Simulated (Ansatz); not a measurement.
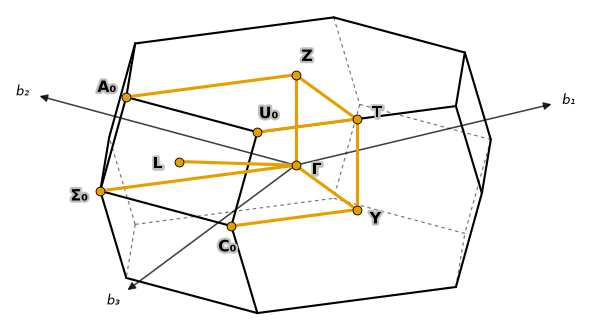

Crystal: Cr, coordinates from a relaxation with DFT, PBE, plane waves (420 eV) with PAW, scalar-relativistic in Ansatz; the starting structure was generated, so it need not be a known form of this composition. The first Brillouin zone and its special points. The drawing is computed from the coordinates (standard cell, symmetry found to 0.002 Å).

Space group No. 70, Fddd, origin choice 1; a = 2.389 Å, b = 4.900 Å, c = 8.041 Å, α = 90.00°, β = 90.00°, γ = 90.00°.

Labels and path follow the convention of Hinuma et al. (2017), as computed by seekpath; the arrows show the directions of the reciprocal primitive vectors b₁, b₂, b₃, in which coordinates are given; lengths include the factor 2π.

Q: List the special points with their coordinates and distances from Γ.

A:
```
point   k₁     k₂     k₃  length of k (1/Å)
    Γ    0      0      0              0.000
    T    1    1/2    1/2              1.502
    Z  1/2    1/2      0              0.781
    Y  1/2      0    1/2              1.282
   Σ₀    0  0.331  0.331              1.744
   U₀    1  0.669  0.669              1.744
   A₀  1/2  0.787  0.287              1.701
   C₀  1/2  0.213  0.713              1.701
    L  1/2    1/2    1/2              1.514
```

Q: What is the zone's volume?

A: (2π)³ over the primitive cell's volume of 23.54 Å³: 10.5 Å⁻³.
